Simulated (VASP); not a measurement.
Consider SiO₂.

```yaml
crystal:
  lattice:
    - [4.52834, 0.00000, 0.00000]
    - [0.00000, 4.52834, 0.00000]
    - [0.00000, 0.00000, 4.52834]
  atoms:
    - { symbol: Si, position: [0.00000, 0.00000, 0.00000] }
    - { symbol: Si, position: [0.50000, 0.50000, 0.00000] }
    - { symbol: Si, position: [0.50000, 0.00000, 0.50000] }
    - { symbol: Si, position: [0.00000, 0.50000, 0.50000] }
    - { symbol: O, position: [0.25000, 0.25000, 0.25000] }
    - { symbol: O, position: [0.75000, 0.75000, 0.25000] }
    - { symbol: O, position: [0.75000, 0.25000, 0.75000] }
    - { symbol: O, position: [0.25000, 0.75000, 0.75000] }
    - { symbol: O, position: [0.75000, 0.25000, 0.25000] }
    - { symbol: O, position: [0.25000, 0.75000, 0.25000] }
    - { symbol: O, position: [0.25000, 0.25000, 0.75000] }
    - { symbol: O, position: [0.75000, 0.75000, 0.75000] }
```

Space group Fm-3m; started from the fluorite prototype, which need not be the ambient phase; computed pressure about 4 GPa in this cell.

Computed with DFT, PBEsol, plane waves, PAW in VASP 6.6.1.

> What can the converged valence pseudo-density and electron localisation function tell about the bonding?

Si–O (1.96 Å): ρ at the midpoint is about 0.65 e/Å³; the ELF peaks at about 0.85 between the atoms.

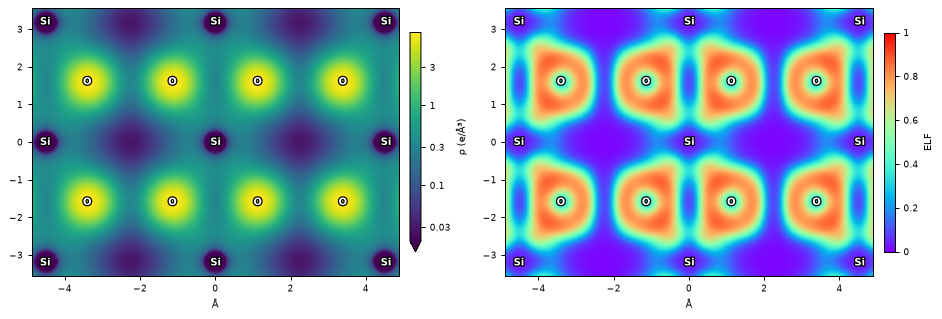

Computed valence pseudo-density and electron localisation function on the (011) plane of the conventional cell, in this order. 
